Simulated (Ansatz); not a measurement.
## Run report: C, field-gradient calculation

- system: C (Fd-3m, 2 atoms in the cell)
- method: DFT, LDA, PAW with Ansatz's default frozen-core files, scalar-relativistic, no spin polarisation (Ansatz 0.2.0)

The structure derives from an entry of the Crystallography Open Database. It belongs to a series of runs on one base structure; here: volume scaled by 1.01, PAW files. Figures and captions count atoms from 1; the log counts them from 0 in places.

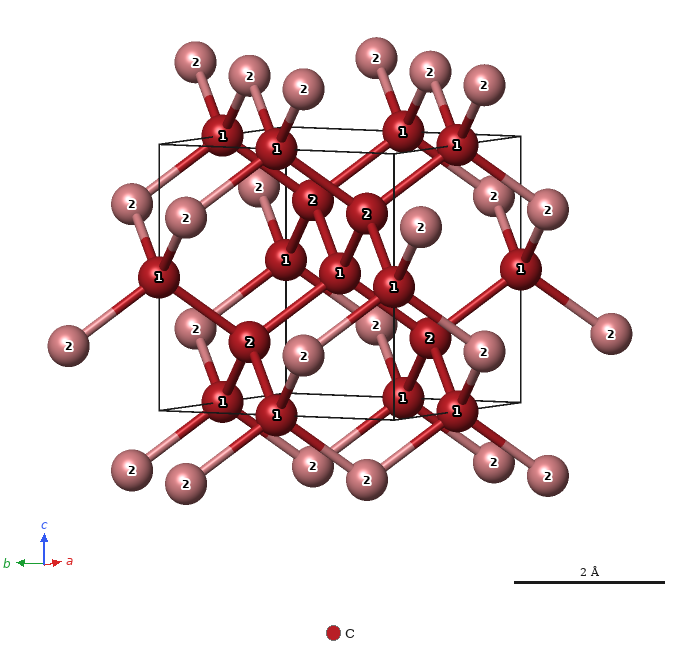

The input geometry (ball-and-stick view of the cell 4 times as large as that of the calculation, set on its symmetry axes, seen at an oblique angle; neighbours outside the cell are drawn fainter; atoms are numbered from 1 in the order of the input).

## Results in brief

- outcome: converged
- space group (tolerance 0.01 Å): Fd-3m (227)
- electrons treated: 8
- free energy: −485.9605 eV
- Fermi energy: 14.912 eV
- gap on the k-point mesh: 4.08 eV
- pressure: −17.21 GPa
- field gradient V_zz (10²¹ V/m²): zero at all sites
- largest force (length of the vector): under 0.001 eV/Å
- hardware: 1 thread of Arm Neoverse V1, 24 GiB of memory available, shared host
- wall time: 1.9 s
- peak memory: 0.28 GiB

## Remarks

The cell is under a tension of 17.2 GPa at this level, so it is not at its equilibrium volume.

## The input
```yaml
crystal:
  lattice:
    - [0.0, 1.7893249605, 1.7893249605]
    - [1.7893249605, 0.0, 1.7893249605]
    - [1.7893249605, 1.7893249605, 0.0]
  atoms:
    - { symbol: C, position: [0.5, 0.5, 0.5] }
    - { symbol: C, position: [0.75, 0.75, 0.75] }
kpoints:
  mp_grid: { grid: [16, 16, 16] }
scf:
  occupations: { method: fermi_dirac, width: 0.03 }
hamiltonian:
  xc: lda
  pseudopotentials: { kind: paw }
output:
  forces: true
  stress: true
  eigenvalues: true
  efg: { contact_densities: true }
  write_density: true
  write_potential: true
  elf: true
  volumetric_format: npy
```

Command:
```bash
ansatz run input.yaml --threads 1 --pin off --max-ram 3072MiB --backend cpu --events-out ev --progress --plain --runs-dir out
```

## Output
```
Engine: ansatz 0.2.0, aarch64-unknown-linux-gnu
Pseudopotentials: kind: paw
Pseudopotential: C, paw, valence charge 4, recommended cutoff 420 eV (normal), C.paw.azcp
Functional definition: SPW92
  exchange = slater_x
  correlation = pw_c
Crystal: 2 atoms, lattice volume = 11.458 Å³
Basis set: ecut = 420 eV, 229 PW (Γ)
Bands: 8, of which v1, the nominal top of the filled ones, is band 4 counted from 1 (3 counted from 0)
Symmetry: 48 space group operations
Space group: Fd-3m (ITA 227), of the structure as read, at distance tolerance 2.3e-5 Å
k-points: 145 of 4096
Non-local potential: C, projectors of the file, l = 0: 2, l = 1: 2, l = 2: 1
PAW form: soft (Blöchl's): semilocal exchange-correlation on the pseudo side does not see the compensation charge
PAW frozen core: C, regenerated for the run's functional, and the local potential with it (the file was generated under x = pbe(κ = 0.804, μ = 0.2195149727645171), c = pbe(β = 0.06672455060314922))
PAW one-centre angular grid: C, 110 points (default); XC on 64 Gauss nodes
Initial density: superposition of atomic densities (neutral atoms: chi_scale 0, normalization atom), corrected by the library's trained network
Initial wavefunctions: pseudopotential atomic-orbital guess
Functional: x = slater, c = lda
SCF iter   1: F=—  HF=-485.961096 eV  |F-HF|=—  |Δ(HF+E_count)|=         —  Δρ=7.02e-3  dr2=1.92e-3  ethr=1.77e-3  ⟨swp⟩=4.8  Hψ=7486  notcnv=0
preconditioner: auto → none  [insulator: Δε(μ)=4.077 eV  Ē_g=19.334 eV  σ=0.030 eV  W_gap=1.00  n_scr=0 (ndim 8)  ℏωp=31.0 eV  f_vac=0.000  D(μ)=0.00/eV (n_scr^D=0)  ε∞_Penn≈3.6]
SCF iter   2: F=—  HF=-485.960627 eV  |F-HF|=—  |Δ(HF+E_count)|=   4.69e-4  Δρ=3.30e-3  dr2=4.26e-4  ethr=2.40e-5  ⟨swp⟩=1.0  Hψ=2326  notcnv=0
SCF iter   3: F=—  HF=-485.960510 eV  |F-HF|=—  |Δ(HF+E_count)|=   1.17e-4  Δρ=1.05e-4  dr2=1.17e-6  ethr=5.32e-6  ⟨swp⟩=1.0  Hψ=1160  notcnv=0
SCF iter   4: F=—  HF=-485.960510 eV  |F-HF|=—  |Δ(HF+E_count)|=   5.98e-7  Δρ=2.15e-5  dr2=2.82e-8  ethr=1.47e-8  ⟨swp⟩=2.7  Hψ=1718  notcnv=0
iter 5 did not close the SCF: its close was put off for the readings that it lacked (scf_convergence_deferred on its scf_iter line)
SCF iter   5: F=-485.960510 eV  HF=-485.960510 eV  |F-HF|=5.98e-10  |Δ(HF+E_count)|=   3.88e-9  Δρ=3.66e-6  dr2=1.01e-9  ethr=3.52e-10  ⟨swp⟩=2.7  Hψ=1757  notcnv=0
SCF iter   6: F=-485.960510 eV  HF=-485.960510 eV  |F-HF|=5.34e-12  |Δ(HF+E_count)|=  4.35e-10  Δρ=6.09e-7  dr2=1.45e-11  ethr=1.26e-11  ⟨swp⟩=3.8  Hψ=4848  notcnv=0
SCF 1 converged in 6 iterations: F = -485.960510 eV  dr2 = 1.45e-11
  greatest PAW one-centre occupation: 0.634 electrons in one spin orbital (limit 2), on the C atom at site 1 (counted from 0), in its partial waves of l = 0
```

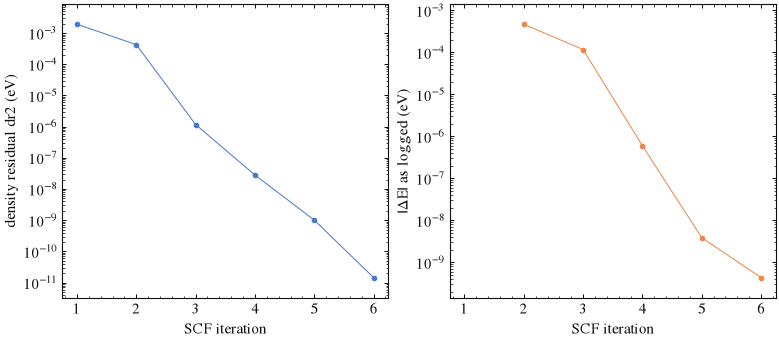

Convergence of the self-consistent field: density residual dr2 and size of the energy change against the SCF iteration. The residual falls at every step.

```
SCF converged after 6 iterations
Free energy (F): -485.960510 eV
Harris-Foulkes:  -485.960510 eV  (|F-HF|=5.34e-12)
Internal energy: -485.960510 eV  (E = F + TS)
E sigma→0 (E₀):  -485.960510 eV
Fermi energy:    14.912116 eV
--- Per-component energies (eV) ---
  E_band       = 32.278430
  E_kinetic    = 183.745791
  E_local      = -125.048224  (includes V_loc(G=0)·N_el)
  E_nonlocal   = 55.243967
  E_hartree    = 26.694204
  E_xc         = -96.484081
  E_vxc        = -120.088013  (∫ρ·V_xc dr)
  E_paw        = -183.434523  (= ΣΔE_a)
  E_vpaw       = -14.963499  (= ΣTr[D̂ρ^β])
  E_aug_tail   = 0.000022  (compensation charges beyond the density's cutoff)
  E_ewald      = -346.803331
  E_core_change = 0.125665  (= ΣΔE_core)
  E_smearing   = -0.000000  (= −TS)
  E_closure    = -0.000000  (closes the sum)
  Σ components = -485.960510   (vs F -485.960510, Δ=0.00e0)
--- Forces (eV/Å), atoms counted from 1 ---
  atom   1  C     -0.00000000     0.00000000    -0.00000000
  atom   2  C     -0.00000000     0.00000000     0.00000000
  max |Σ_I F_I| component: 9.83e-17 eV/Å
--- Stress (GPa, compression-positive) ---
      -17.211286       0.000000       0.000000
       -0.000000     -17.211286       0.000000
        0.000000       0.000000     -17.211286
  P = ⅓ Tr σ = -17.2113 GPa (-172.113 kbar)
--- PAW observables at the nuclei: V_zz in 10²¹ V/m², potentials from the cell's mean, atoms counted from 1 ---
  atom   1  C  V_zz =    -0.000000   η = 0.0000   by run symmetry: forbidden
            electrostatic potential = -418.993459 V   contact ρ = 849.732616 e/Å³
  atom   2  C  V_zz =    -0.000000   η = 0.0000   by run symmetry: forbidden
            electrostatic potential = -418.993459 V   contact ρ = 849.732616 e/Å³
--- Band table (eV; the first three rows and the last of 145) ---
  k-point 0: bands = ["-8.3113", "12.8837", "12.8837", "12.8837", "18.3946", "18.3946", "18.3946", "26.1544"]
  k-point 1: bands = ["-8.2039", "12.1627", "12.6954", "12.6954", "18.6384", "18.6384", "18.8338", "26.2340"]
  k-point 2: bands = ["-7.8826", "10.5088", "12.2362", "12.2362", "19.2390", "19.2390", "19.6702", "26.4688"]
  k-point 144: bands = ["1.1504", "1.1504", "4.6039", "4.6039", "23.2820", "23.2820", "25.0662", "25.0662"]
```

## File rho_z.tsv
```
# z_ang	rho[e/angstrom^3]
# format = ansatz-planar-average/11
# lattice	0.000000000	1.789324960	1.789324960
# lattice	1.789324960	0.000000000	1.789324960
# lattice	1.789324960	1.789324960	0.000000000
# sites	2
# site	6	1.789324960	1.789324960	1.789324960
# site	6	2.683987441	2.683987441	2.683987441
0.000000	4.632280e-1
0.140583	4.123217e-1
0.281165	3.896736e-1
0.421748	3.972802e-1
0.562331	4.344632e-1
0.702913	4.980446e-1
0.843496	5.835833e-1
0.984079	6.877323e-1
1.124661	8.073580e-1
1.265244	9.312891e-1
1.405826	1.034204e0
1.546409	1.085622e0
1.686992	1.067946e0
1.827574	9.873686e-1
1.968157	8.700576e-1
2.108740	7.459941e-1
2.249322	6.334669e-1
2.389905	5.383283e-1
```

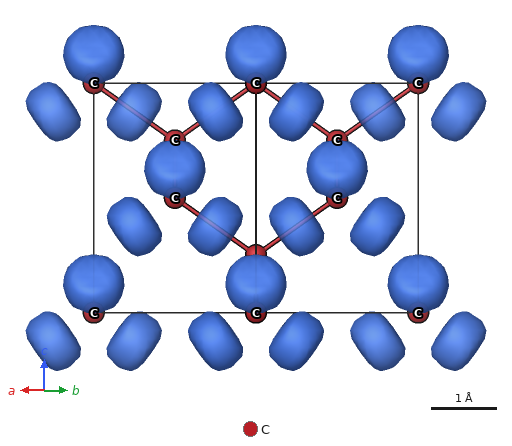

Isosurface of the electron localisation function at 0.75 (blue), seen along [110]. Only the valence region is drawn (cores and ρ < 0.01 e/Å³ removed). Sticks mark near contacts. The outline is the cell set on symmetry axes. Along the contacts the grid gives the following. C–C (1.55 Å): the ELF peaks at about 0.95 between the atoms (localised, shared-pair bonding). In a PAW calculation such maps are meaningful between the atoms, not at the nuclei.

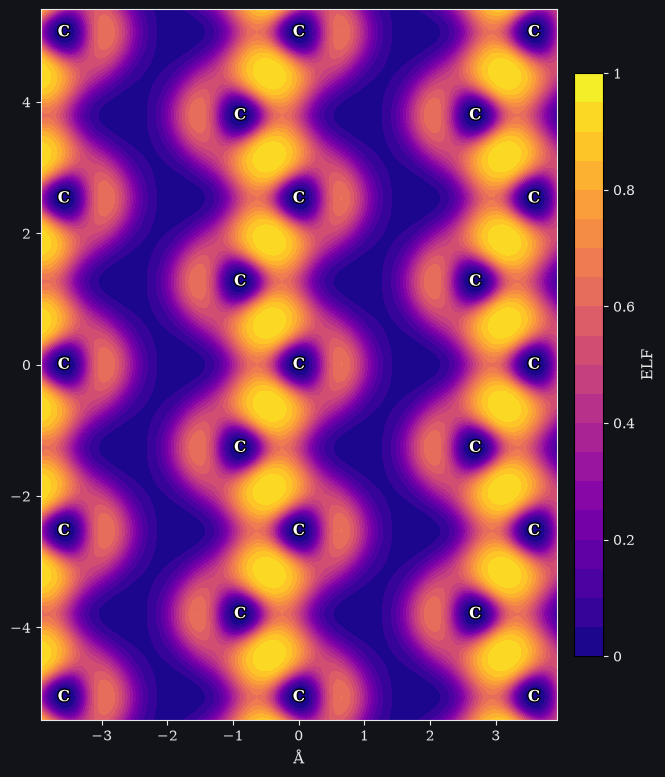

ELF on the (011) plane of the conventional cell. Atoms in the plane: C. C–C (1.55 Å): the ELF peaks at about 0.95 between the atoms (a covalent bond).
